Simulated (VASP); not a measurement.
Single-point calculation of GaN (part 1 of 2)

GaN (slab, 20 atoms in the cell), computed with Kohn-Sham DFT of a periodic cell, LDA, VASP PAW LDA potentials, recommended, no spin polarisation (VASP 6.6.1).

The structure derives from an entry of the Crystallography Open Database.

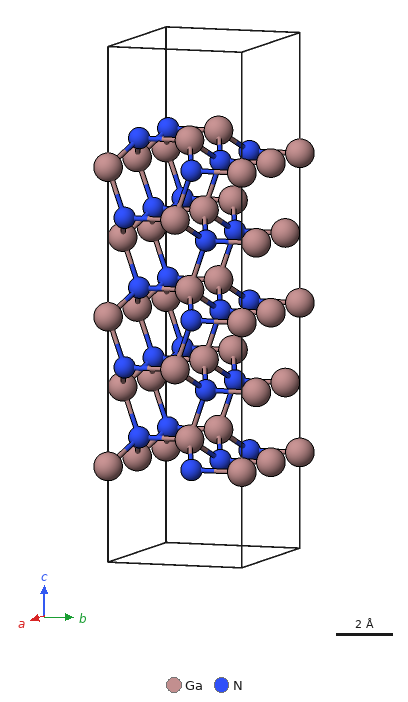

Figure 1. The structure (ball-and-stick view of the 2 × 1 repeat of the cell, with the vacuum cut short, seen slightly off an axis).

Results in brief

```json
{"quantity": "outcome", "value": "converged"}
{"quantity": "electrons treated", "value": "180"}
{"quantity": "free energy", "value": "−134.5017 eV"}
{"quantity": "Fermi energy", "value": "0.434 eV"}
{"quantity": "gap on the k-point mesh", "value": "0.69 eV"}
{"quantity": "largest force (length of the vector)", "value": "2.622 eV/Å"}
{"quantity": "hardware", "value": "8 threads of Intel Xeon (Sapphire Rapids), 256 GiB of memory available, shared host"}
{"quantity": "wall time", "value": "4.7 min (CPU time 37 min)"}
{"quantity": "peak memory", "value": "0.23 GiB"}
```

INCAR
```
  PREC = Accurate
  ENCUT = 520
  EDIFF = 1E-6
  ISMEAR = 0
  SIGMA = 0.03
  LREAL = F
  LASPH = T
  NELM = 80
  ALGO = Normal
  ISIF = 2
  LWAVE = F
  LCHARG = F
  LDIPOL = T
  IDIPOL = 3
  DIPOL = 0.5 0.5 0.500
  GGA = CA
  LVHAR = T
  LVACPOTAV = T
  ICORELEVEL = 1
```

KPOINTS
```
Automatic mesh
0
Gamma
  8 5 1
```

POSCAR
```
GaN
1.0
    3.1567816500      0.0000000000      0.0000000000
    0.0000000000      5.1479250000      0.0000000000
    0.0000000000      0.0000000000     26.8466994800
Ga N
10 10
Direct
    0.9999996500      0.0006710000      0.2793639500
    0.5000006900      0.5006710000      0.3133080200
    0.4999997600      0.0006710000      0.3811959600
    0.0000008000      0.5006710000      0.4151400300
    0.9999998700      0.0006710000      0.4830279600
    0.5000009100      0.5006710000      0.5169720400
    0.4999999800      0.0006710000      0.5848599700
    0.0000010200      0.5006710000      0.6188040400
    0.0000000900      0.0006710000      0.6866919800
    0.5000011300      0.5006710000      0.7206360500
    0.9999996500      0.6243290000      0.2793639500
    0.5000006900      0.1243290000      0.3133080200
    0.4999997600      0.6243290000      0.3811959600
    0.0000008000      0.1243290000      0.4151400300
    0.9999998700      0.6243290000      0.4830279600
    0.5000009100      0.1243290000      0.5169720400
    0.4999999800      0.6243290000      0.5848599700
    0.0000010200      0.1243290000      0.6188040400
    0.0000000900      0.6243290000      0.6866919800
    0.5000011300      0.1243290000      0.7206360500
```

Launch command:
```bash
cat potpaw_LDA.64/Ga_d/POTCAR potpaw_LDA.64/N/POTCAR > POTCAR
mpirun -np 8 vasp_std > vasp.out
```

OSZICAR
```
N       E                     dE             d eps       ncg     rms          rms(c)
DAV:   1     0.257571800775E+04    0.25757E+04   -0.78590E+04  3824   0.243E+03
DAV:   2     0.570568031374E+03   -0.20051E+04   -0.18722E+04  3368   0.747E+02
DAV:   3    -0.641998132672E+02   -0.63477E+03   -0.60285E+03  4448   0.266E+02
DAV:   4    -0.150025113025E+03   -0.85825E+02   -0.84286E+02  3952   0.981E+01
DAV:   5    -0.157396215960E+03   -0.73711E+01   -0.73355E+01  4912   0.294E+01    0.245E+01
DAV:   6    -0.134222909022E+03    0.23173E+02   -0.75698E+01  5888   0.684E+01    0.701E+00
DAV:   7    -0.134934120581E+03   -0.71121E+00   -0.14030E+01  3872   0.125E+01    0.603E+00
DAV:   8    -0.134586644335E+03    0.34748E+00   -0.14974E+00  4856   0.131E+01    0.238E+00
DAV:   9    -0.134495364805E+03    0.91280E-01   -0.47764E-01  4280   0.714E+00    0.770E-01
DAV:  10    -0.134500103207E+03   -0.47384E-02   -0.12501E-01  3984   0.320E+00    0.525E-01
DAV:  11    -0.134499016823E+03    0.10864E-02   -0.43430E-02  4952   0.217E+00    0.238E-01
DAV:  12    -0.134499448003E+03   -0.43118E-03   -0.11670E-02  4376   0.844E-01    0.163E-01
DAV:  13    -0.134499768339E+03   -0.32034E-03   -0.40793E-03  4736   0.916E-01    0.104E-01
DAV:  14    -0.134499838776E+03   -0.70436E-04   -0.18213E-03  4384   0.507E-01    0.533E-02
DAV:  15    -0.134500308242E+03   -0.46947E-03   -0.79067E-04  4944   0.267E-01    0.273E-02
DAV:  16    -0.134500754398E+03   -0.44616E-03   -0.53941E-04  3792   0.124E-01    0.227E-02
DAV:  17    -0.134500959115E+03   -0.20472E-03   -0.15475E-04  4376   0.154E-01    0.126E-02
DAV:  18    -0.134501120971E+03   -0.16186E-03   -0.75224E-05  4184   0.766E-02    0.101E-02
DAV:  19    -0.134501246873E+03   -0.12590E-03   -0.31460E-05  4616   0.357E-02    0.907E-03
DAV:  20    -0.134501387767E+03   -0.14089E-03   -0.23194E-05  3680   0.281E-02    0.497E-03
DAV:  21    -0.134501546334E+03   -0.15857E-03   -0.14096E-05  3984   0.312E-02    0.456E-03
DAV:  22    -0.134501620470E+03   -0.74135E-04   -0.60140E-06  3624   0.205E-02    0.355E-03
DAV:  23    -0.134501669691E+03   -0.49222E-04   -0.32060E-06  2648   0.702E-03    0.120E-03
DAV:  24    -0.134501690359E+03   -0.20667E-04   -0.88606E-07  2656   0.465E-03    0.734E-04
DAV:  25    -0.134501700871E+03   -0.10512E-04   -0.76306E-07  2392   0.373E-03    0.406E-04
DAV:  26    -0.134501702911E+03   -0.20400E-05   -0.18223E-07  2640   0.293E-03    0.268E-04
DAV:  27    -0.134501703543E+03   -0.63179E-06   -0.77816E-08  2392   0.165E-03
   1 F= -.13450170E+03 E0= -.13450170E+03  d E =-.445508E-12
```

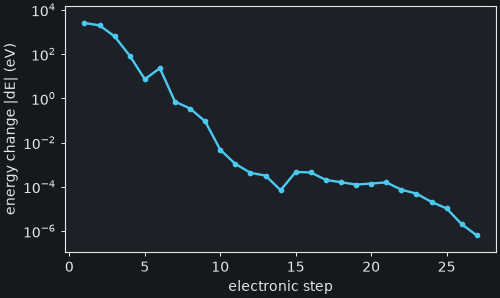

Figure 2. Convergence of the self-consistent field: energy change |dE| against the electronic step. It takes 27 electronic steps. The density is held fixed in the first few steps, and dE rises again when its update begins.

Parts of OUTCAR
```
PREC = Accurate
   ENCUT = 520
   EDIFF = 1E-6
   ISMEAR = 0
   LREAL = F
   LASPH = T
   NELM = 80
   ISIF = 2
   GGA = CA

 ion  position               nearest neighbor table
   1  1.000  0.001  0.279-  12 1.93  12 1.93  11 1.94
   2  0.500  0.501  0.313-  11 1.93  13 1.93  11 1.93  12 1.94
   3  0.500  0.001  0.381-  14 1.93  12 1.93  14 1.93  13 1.94
   4  0.000  0.501  0.415-  13 1.93  15 1.93  13 1.93  14 1.94
   5  1.000  0.001  0.483-  14 1.93  16 1.93  16 1.93  15 1.94
   6  0.500  0.501  0.517-  17 1.93  15 1.93  15 1.93  16 1.94
   7  0.500  0.001  0.585-  18 1.93  16 1.93  18 1.93  17 1.94
   8  0.000  0.501  0.619-  17 1.93  19 1.93  17 1.93  18 1.94
   9  0.000  0.001  0.687-  20 1.93  18 1.93  20 1.93  19 1.94
  10  0.500  0.501  0.721-  19 1.93  19 1.93  20 1.94
  11  1.000  0.624  0.279-   2 1.93   2 1.93   1 1.94
  12  0.500  0.124  0.313-   1 1.93   3 1.93   1 1.93   2 1.94
  13  0.500  0.624  0.381-   4 1.93   2 1.93   4 1.93   3 1.94
  14  0.000  0.124  0.415-   3 1.93   5 1.93   3 1.93   4 1.94
  15  1.000  0.624  0.483-   4 1.93   6 1.93   6 1.93   5 1.94
  16  0.500  0.124  0.517-   7 1.93   5 1.93   5 1.93   6 1.94
  17  0.500  0.624  0.585-   8 1.93   6 1.93   8 1.93   7 1.94
  18  0.000  0.124  0.619-   7 1.93   9 1.93   7 1.93   8 1.94
  19  0.000  0.624  0.687-  10 1.93   8 1.93  10 1.93   9 1.94
  20  0.500  0.124  0.721-   9 1.93   9 1.93  10 1.94

  LATTYP: Found a simple orthorhombic cell.
 ALAT       =     3.1567816500
 B/A-ratio  =     1.6307510531
 C/A-ratio  =     8.5044524635

  Lattice vectors:

 A1 = (   3.1567816500,   0.0000000000,   0.0000000000)
 A2 = (   0.0000000000,   5.1479250000,   0.0000000000)
 A3 = (   0.0000000000,   0.0000000000,  26.8466994800)

Analysis of symmetry for initial positions (statically):
=====================================================================
 Subroutine PRICEL returns:
 Original cell was already a primitive cell.

 Routine SETGRP: Setting up the symmetry group for a
 simple orthorhombic supercell.

 Subroutine GETGRP returns: Found  4 space group operations
 (whereof  2 operations were pure point group operations)
 out of a pool of  8 trial point group operations.

The static configuration has the point symmetry C_1h.
 The point group associated with its full space group is C_2v.

Analysis of symmetry for dynamics (positions and initial velocities):
=====================================================================
 Subroutine PRICEL returns:
 Original cell was already a primitive cell.

 Routine SETGRP: Setting up the symmetry group for a
 simple orthorhombic supercell.

 Subroutine GETGRP returns: Found  4 space group operations
 (whereof  2 operations were pure point group operations)
 out of a pool of  8 trial point group operations.

The dynamic configuration has the point symmetry C_1h.
 The point group associated with its full space group is C_2v.

 Subroutine INISYM returns: Found  4 space group operations
 (whereof  2 operations are pure point group operations),
 and found     1 'primitive' translations

----------------------------------------------------------------------------------------

                                     Primitive cell

  volume of cell :     436.2824

  direct lattice vectors                    reciprocal lattice vectors
     3.156781650  0.000000000  0.000000000     0.316778324  0.000000000  0.000000000
     0.000000000  5.147925000  0.000000000     0.000000000  0.194253024  0.000000000
     0.000000000  0.000000000 26.846699480     0.000000000  0.000000000  0.037248527

  length of vectors
     3.156781650  5.147925000 26.846699480     0.316778324  0.194253024  0.037248527

  position of ions in fractional coordinates (direct lattice)
     0.999999650  0.000671000  0.279363950
     0.500000690  0.500671000  0.313308020
     0.499999760  0.000671000  0.381195960
     0.000000800  0.500671000  0.415140030
     0.999999870  0.000671000  0.483027960
     0.500000910  0.500671000  0.516972040
     0.499999980  0.000671000  0.584859970
     0.000001020  0.500671000  0.618804040
     0.000000090  0.000671000  0.686691980
     0.500001130  0.500671000  0.720636050
     0.999999650  0.624329000  0.279363950
     0.500000690  0.124329000  0.313308020
     0.499999760  0.624329000  0.381195960
     0.000000800  0.124329000  0.415140030
     0.999999870  0.624329000  0.483027960
     0.500000910  0.124329000  0.516972040
     0.499999980  0.624329000  0.584859970
     0.000001020  0.124329000  0.618804040
     0.000000090  0.624329000  0.686691980
     0.500001130  0.124329000  0.720636050

  ion indices of the primitive-cell ions
   primitive index   ion index
                 1           1
                 2           2
                 3           3
                 4           4
                 5           5
                 6           6
                 7           7
                 8           8
                 9           9
                10          10
                11          11
                12          12
                13          13
                14          14
                15          15
                16          16
                17          17
                18          18
                19          19
                20          20

----------------------------------------------------------------------------------------

 KPOINTS: Automatic mesh

Automatic generation of k-mesh.
 Grid dimensions read from file:
 generate k-points for:    8    5    1

 Generating k-lattice:

  Cartesian coordinates                     Fractional coordinates (reciprocal lattice)
     0.039597290  0.000000000  0.000000000     0.125000000  0.000000000  0.000000000
     0.000000000  0.038850605  0.000000000     0.000000000  0.200000000  0.000000000
     0.000000000  0.000000000  0.037248527     0.000000000  0.000000000  1.000000000

  Length of vectors
     0.039597290  0.038850605  0.037248527

  Shift w.r.t. Gamma in fractional coordinates (k-lattice)
     0.000000000  0.000000000  0.000000000

 Subroutine IBZKPT returns following result:
 ===========================================

 Found     15 irreducible k-points:

 Following reciprocal coordinates:
            Coordinates               Weight
  0.000000  0.000000  0.000000      1.000000
  0.125000  0.000000  0.000000      2.000000
  0.250000  0.000000  0.000000      2.000000
  0.375000  0.000000  0.000000      2.000000
  0.500000  0.000000  0.000000      1.000000
  0.000000  0.200000  0.000000      2.000000
  0.125000  0.200000  0.000000      4.000000
  0.250000  0.200000  0.000000      4.000000
  0.375000  0.200000  0.000000      4.000000
  0.500000  0.200000  0.000000      2.000000
  0.000000  0.400000  0.000000      2.000000
  0.125000  0.400000  0.000000      4.000000
  0.250000  0.400000  0.000000      4.000000
  0.375000  0.400000  0.000000      4.000000
  0.500000  0.400000  0.000000      2.000000
   k-points           NKPTS =     15   k-points in BZ     NKDIM =     15   number of bands    NBANDS=    112
   number of dos      NEDOS =    301   number of ions     NIONS =     20
   total plane-waves  NPLWV = 192000
   dimension x,y,z NGX =    24 NGY =   40 NGZ =  200
   dimension x,y,z NGXF=    48 NGYF=   80 NGZF=  400
   ions per type =              10  10
   NGX,Y,Z   is equivalent  to a cutoff of  12.64, 12.92, 12.38 a.u.
   NGXF,Y,Z  is equivalent  to a cutoff of  25.28, 25.84, 24.77 a.u.
 SYSTEM =  unknown system
   PREC   = accura    normal or accurate (medium, high low for compatibility)
   ISTART =      0    job   : 0-new  1-cont  2-samecut
   ICHARG =      2    charge: 1-file 2-atom 10-const
   ISPIN  =      1    spin polarized calculation?
   LNONCOLLINEAR =      F non collinear calculations
   LSORBIT =      F    spin-orbit coupling
   LASPH  =      T    aspherical Exc in radial PAW
   ENCUT  =  520.0 eV  38.22 Ry    6.18 a.u.   5.87  9.57 49.92*2*pi/ulx,y,z
   NELM   =     80;   NELMIN=  2; NELMDL= -5     # of ELM steps
   EDIFF  = 0.1E-05   stopping-criterion for ELM
   LREAL  =      F    real-space projection
   EDIFFG = 0.1E-04   stopping-criterion for IOM
   NSW    =      0    number of steps for IOM
   IBRION =     -1    ionic relax: 0-MD 1-quasi-New 2-CG
   NFREE  =      0    steps in history (QN), initial steepest desc. (CG)
   ISIF   =      2    stress and relaxation
   ISYM   =      2    0-nonsym 1-usesym 2-fastsym
   POTIM  = 0.5000    time-step for ionic-motion
   TEBEG  =    0.0;   TEEND  =   0.0 temperature during run
   PSTRESS=    0.0 pullay stress
   NELECT =     180.0000    total number of electrons
   NUPDOWN=      -1.0000    fix difference up-down
   EMIN   =  10.00;   EMAX   =-10.00  energy-range for DOS
   EFERMI =   0.00;   METHOD = LEGACY
   ISMEAR =     0;   SIGMA  =   0.03  broadening in eV -4-tet -1-fermi 0-gaus
   EFERMI_NEDOS =   21; number of points for ismear=-14 and -15
   IALGO  =     38    algorithm
   IMIX   =      4    mixing-type and parameters
     AMIX     =   0.40;   BMIX     =  1.00
     AMIX_MAG =   1.60;   BMIX_MAG =  1.00
  volume/ion in A,a.u.               =      21.81       147.21
  Fermi-wavevector in a.u.,A,eV,Ry     =   1.218736  2.303078 20.208984  1.485318
  Thomas-Fermi vector in A             =   2.354013
   LORBIT       =      0    0 simple, 1 ext, 2 COOP (PROOUT), +10 PAW based schemes
   GGA     = CA    functional components
   LHFCALC =     F    Hartree Fock is set to
   AEXX    =    0.0000 exact exchange contribution
   IVDW    =     0    specifies the selected vdW correction
   LEPSILON=     F    determine dielectric tensor
   LRPA    =     F    only Hartree local field effects (RPA)
 non-spin polarized calculation
 Gauss-broadening in eV      SIGMA  =   0.03
  energy-cutoff  :      520.00
  volume of cell :      436.28
 maximum number of plane-waves:     11816
 NGX is ok and might be reduce to    24
   NGX = 11   NGY = 19   NGZ = 99

 dipolmoment           0.000000      0.000000     -0.000000 electrons x Angstroem

 number of electron     179.9999955 magnetization

 dipolmoment           0.000000      0.000000      0.000000 electrons x Angstroem

 Free energy of the ion-electron system (eV)
  ---------------------------------------------------
  ext. energy  EPLUGINS =         0.00000000
  ---------------------------------------------------
  free energy    TOTEN  =      -134.50170354 eV

  energy without entropy =     -134.50170354  energy(sigma->0) =     -134.50170354

 the core state eigenenergies are
   1-  1s -10172.2291  2s  -1251.2865  2p  -1090.8010  3s   -141.5526  3p    -93.0303

   2-  1s -10170.8779  2s  -1249.9842  2p  -1089.4901  3s   -140.3537  3p    -91.8370

   3-  1s -10171.6609  2s  -1250.7649  2p  -1090.2710  3s   -141.1324  3p    -92.6155

   4-  1s -10171.4169  2s  -1250.5282  2p  -1090.0334  3s   -140.9053  3p    -92.3891

   5-  1s -10171.5366  2s  -1250.6453  2p  -1090.1507  3s   -141.0226  3p    -92.5064

   6-  1s -10171.5367  2s  -1250.6454  2p  -1090.1508  3s   -141.0227  3p    -92.5065

   7-  1s -10171.4168  2s  -1250.5282  2p  -1090.0333  3s   -140.9052  3p    -92.3890

   8-  1s -10171.6610  2s  -1250.7650  2p  -1090.2711  3s   -141.1325  3p    -92.6156

   9-  1s -10170.8778  2s  -1249.9841  2p  -1089.4900  3s   -140.3536  3p    -91.8369

  10-  1s -10172.2292  2s  -1251.2866  2p  -1090.8011  3s   -141.5526  3p    -93.0304
```
